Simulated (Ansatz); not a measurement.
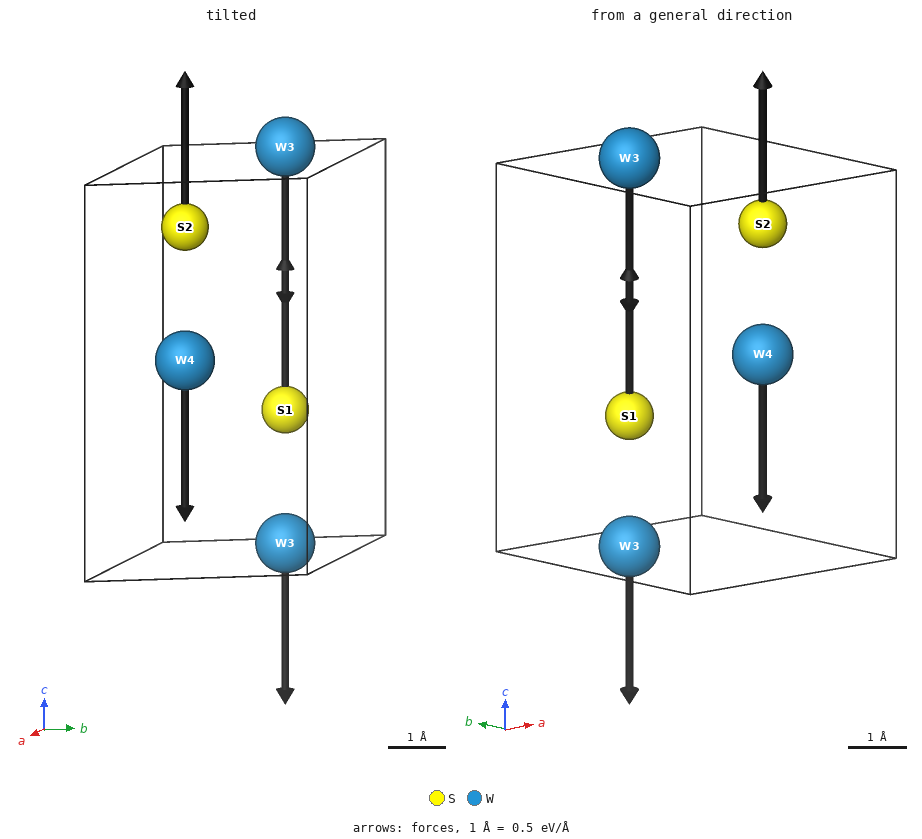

Drawn in the spheres-only manner and seen slightly off an axis and from a general direction. Lines trace the edges of the simulation cell. The arrows are the computed forces on the atoms.

System: WS. Run with DFT PBEsol, scalar-relativistic, plane waves, PAW (Ansatz) and these settings: a 420 eV plane-wave basis, 12×12×6 k-mesh, Gaussian smearing of 0.1 eV, no spin polarisation.

Question: Is the structure at a minimum of the energy?

Answer: No. The atoms still feel forces of up to about 1.2 eV/Å, far above a usual threshold of 0.01 to 0.03 eV/Å.

Question: Which atom is furthest from force balance?

Answer: S1, S2, W3 and W4, about 1.2 eV/Å.

Question: Give the mean magnitude of the force by element.

Answer: Mean magnitudes: about W 1.2 eV/Å, S 1.2 eV/Å.

Its origin is a structure listed in the Materials Project, with elements exchanged, so it need not be a known form of the compound. The cell was then strained or its atoms displaced on purpose. It went into a calculation with Ansatz.
